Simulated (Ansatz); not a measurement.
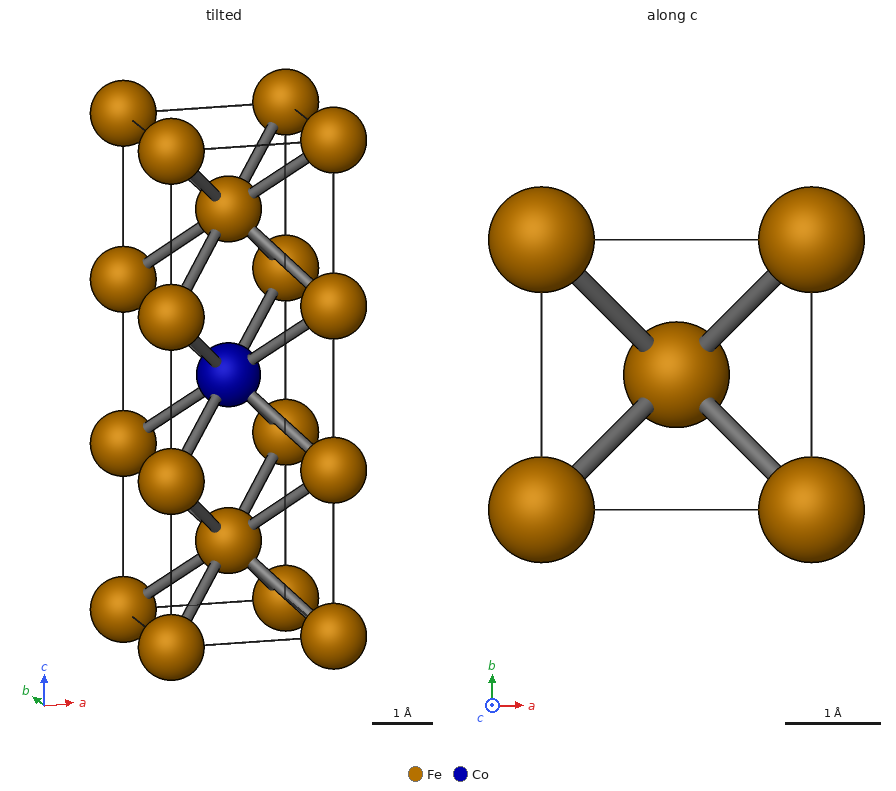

Ball-and-stick drawing of the structure, looking slightly off an axis and along the c axis. Atoms at the boundary of the conventional unit cell (the box) are drawn once for each face, edge or corner they touch. Cell: a = 2.84 Å, b = 2.84 Å, c = 8.56 Å, α = 90.00°, β = 90.00°, γ = 90.00°.

The structure was taken from a structure type filled with these elements by a generator (whether the compound takes this form wasn't checked). Earlier steps of the study may have refined or changed the cell and positions. Ansatz was used for an electronic-structure calculation on it.

Question: What is this?

Answer: The formula is Fe₅Co. The space group is P4/mmm (No. 123); the lattice is primitive tetragonal. Atoms per cell: 6 (5 Fe, 1 Co). The coordination, counted out to bonding distance, is Fe 8 and Co 8. Not all metal-metal contacts are counted.

Electronic-structure method: DFT PBE, scalar-relativistic, plane waves, PAW (Ansatz 0.2.0). Parameters: a 420 eV plane-wave basis, k-point mesh 14×14×6, Gaussian smearing of 0.1 eV, collinear spins.

Question: Which atoms carry magnetic moments in this run, and how do they order?

Answer: The state reached is ferromagnetic. Sizes: Fe 2.3 to 2.6 μB and Co 1.8 μB; net moment 13.9 μB in the run's cell of 6 atoms.

Question: What does the calculation say: metal or gapped?

Answer: A metal: bands cross the Fermi level.

Question: Predict the Bader charges.

Answer: Fe 0.00 to +0.11 e; Co -0.20 e.

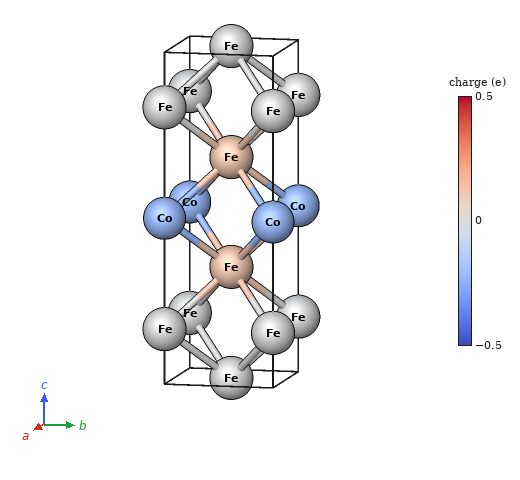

The atoms coloured by those charges. The run's cell of 6 atoms is drawn, so axes and origin can differ from the first picture.

Question: Does the calculation find this structure at rest?

Answer: Yes. All forces vanish to within 0.01 eV/Å. The pressure is 0.0 GPa, close to zero.
